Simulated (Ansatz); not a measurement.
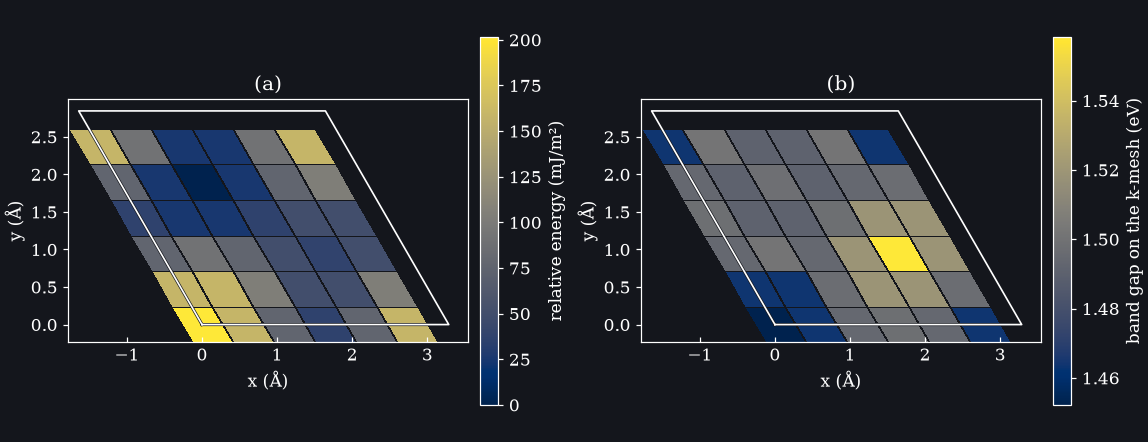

A bilayer of two WSe₂ sheets (1H type), the upper one turned by 180 degrees about the normal (6 atoms in the cell). 
- The upper layer of a bilayer is slid over the lower one; relaxed at each slide: nothing; the origin of the map has Se4 above Se3; the distance between the facing planes is held at 3.31 Å.
- Places are given modulo a cell vector. The map is drawn in real space over the plane of the slide.
- The grid has 6 × 6 points; 10 points were computed and 26 follow by symmetry.
- Energies are in mJ/m², from the lowest grid point.
- At a held distance the lowest stacking need not be the one that binds best once the distance relaxes.
- The calculation used DFT PBE+D3(BJ), scalar-relativistic, plane waves, PAW in Ansatz. Settings: cutoff 420 eV, k-mesh 9×9×1, gaussian smearing 0.05 eV, no spin polarisation.

Panel (a) is the energy; panel (b) is the computed band gap on the k-mesh, in eV.

The picture shows one coloured cell a grid point, the outline of one cell of the plane.

How does the band gap on the k-mesh vary over the map, and what is it at the lowest grid point?

It runs from 1.45 eV at (0/6, 0/6) of the cell vectors to 1.56 eV at (4/6, 2/6) of the cell vectors. At the lowest grid point, (2/6, 4/6) of the cell vectors, it is 1.50 eV.

```
second ↓, first →   0/6   1/6   2/6   3/6   4/6   5/6
              5/6  1.46  1.50  1.49  1.49  1.50  1.46
              4/6  1.49  1.49  1.50  1.49  1.49  1.50
              3/6  1.50  1.49  1.49  1.50  1.52  1.52
              2/6  1.49  1.50  1.49  1.52  1.56  1.52
              1/6  1.46  1.46  1.50  1.52  1.52  1.50
              0/6  1.45  1.46  1.49  1.50  1.49  1.46
```

PAW datasets: the set soft_1.
